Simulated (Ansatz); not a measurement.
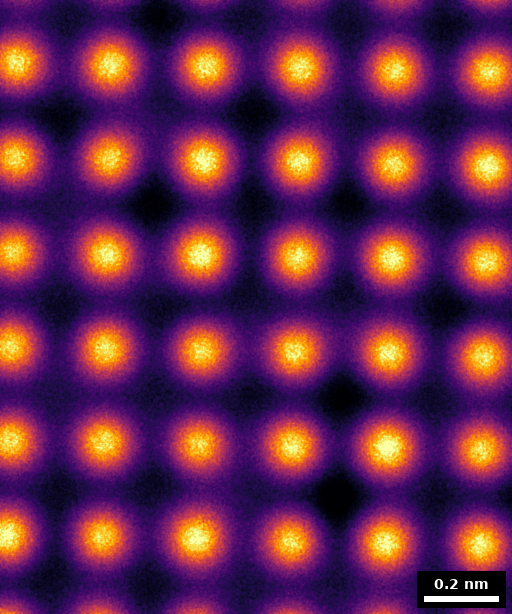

Z-contrast image of Ir (Pm-3m, No. 221). Simulated incoherent Z contrast: every atom adds Z^1.7 spread by a probe of 1.30 Å full width; channelling and multiple scattering are left out. Shot noise and the speckle of an amorphous layer were added. Model: a calculation's starting geometry; the starting structure was generated, so it need not be a known form of this composition.

```yaml
crystal:
  lattice:
    - [2.58512, 0.00000, 0.00000]
    - [0.00000, 2.58512, 0.00000]
    - [0.00000, 0.00000, 2.58512]
  atoms:
    - { symbol: Ir, position: [0.00000, 0.00000, 0.00000] }
```

> Which beam direction gives this image, [110], [210], [001] or [111]? (Directions equivalent by symmetry count as one.)

[001]. The projected cells are 1.83 × 2.59 Å, 90° for [110]; 1.16 × 2.59 Å, 90° for [210]; 2.59 × 2.59 Å, 90° for [001]; 2.11 × 2.11 Å, 120° for [111], and the image repeats as the [001] one does.
